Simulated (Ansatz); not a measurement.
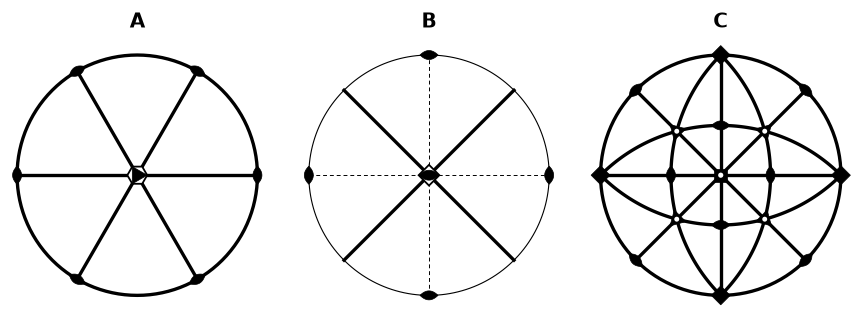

Stereographic projection: heavy lines are mirror planes (a heavy rim: a mirror in the plane of the page); lens, triangle, square and hexagon are 2-, 3-, 4- and 6-fold axes, a lens in an open square is −4, a triangle in an open hexagon −6; thin dashed diameters join the ends of axes that lie in the page; a small open circle marks inversion. Each shows the symmetry elements. The c axis points at the viewer. Computed from the symmetry of the structures below (computed or model cells, partly hypothetical).

Match each stereogram to its crystal.
1. BaTiO3, Pm-3m, No. 221
2. SiO2, No. 122, I-42d
3. WS2, No. 187, P-6m2

Answer. A is 3 (point group -6m2); B is 2 (point group -42m); C is 1 (point group m-3m).
